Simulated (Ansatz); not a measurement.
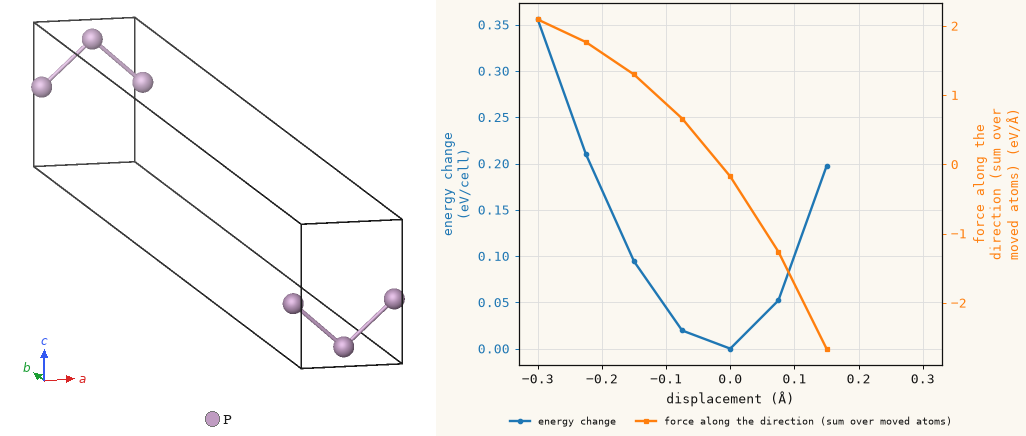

The picture above shows the energy change and force along the direction (sum over moved atoms) against displacement for P, space group Pmna (No. 53). The cell is drawn beside the plot.

Structure:
```
CELL_PARAMETERS angstrom
3.28373 0.00000 0.00000
0.00000 34.85703 0.00000
0.00000 0.00000 4.63208
ATOMIC_POSITIONS crystal
P 0.00000 0.97026 0.59215
P 0.00000 0.02974 0.40785
P 0.50000 0.02974 0.09215
P 0.50000 0.97026 0.90785
```

How it was computed, with Ansatz 0.2.0: one atom of a crystal moved along a line, all else fixed, by plane-wave density functional theory with PAW datasets, free energies less that of the undisturbed cell; scalar-relativistic. Level: PBEsol, no spin polarisation.

wave cutoff 420 eV; k mesh 8×1×6; occupations Gaussian; smearing width 0.05 eV; k shift (0, 0, 0) (mesh steps); start as given; moved atom 1; direction (−0.7468, 0, 0.6651) (Cartesian unit vector).

The points at displacement 0.2250 Å, 0.2625 Å and 0.3000 Å are left out of the plot. What values does the calculation give there?

```json
{"displacement (Å)": "0.2250", "energy change (eV/cell)": "0.4613", "force along the direction (sum over moved atoms) (eV/Å)": "-4.46"}
{"displacement (Å)": "0.2625", "energy change (eV/cell)": "0.6484", "force along the direction (sum over moved atoms) (eV/Å)": "-5.54"}
{"displacement (Å)": "0.3000", "energy change (eV/cell)": "0.8789", "force along the direction (sum over moved atoms) (eV/Å)": "-6.77"}
```

Caveats: reference crystal is not relaxed.
